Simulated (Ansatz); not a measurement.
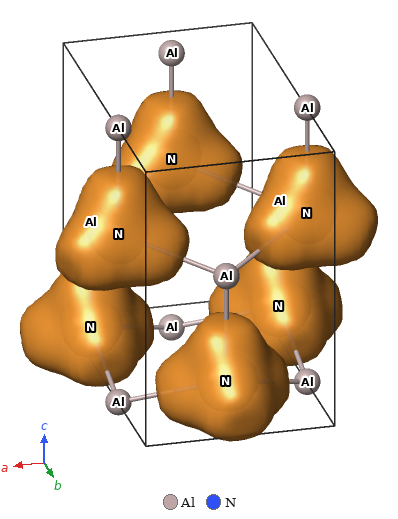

Figure 1: AlN. Isosurface of the ELF at 0.75 (orange), seen at an oblique angle. Only the valence region is drawn (cores and ρ < 0.01 e/Å³ removed). Sticks mark near contacts.

Space group Cmc2₁; started from the wurtzite prototype, which need not be the ambient phase; changed on purpose from its base cell (uniaxial x strain +4.0%); computed pressure about −9 GPa in this cell.

Computed with DFT, HSE06, plane waves, PAW in Ansatz.

**Identify the bonds, lone pairs and shells in this picture.**

At this value the surface marks out four regions on N in which the atom's valence shell and bonds are merged, counted in one cell of 8 atoms. Any copies at cell faces, edges or corners count once.

Values along the shortest contacts:
Al–N (1.91 Å): the ELF peaks at about 0.90 between the atoms: a shared but strongly polarised pair.

**Does the calculation make it a metal, or give it a gap?**

It is gapped, with a Kohn–Sham gap of 5.1 eV on the k-point mesh (the band edges may lie off the mesh, which would make the gap smaller).
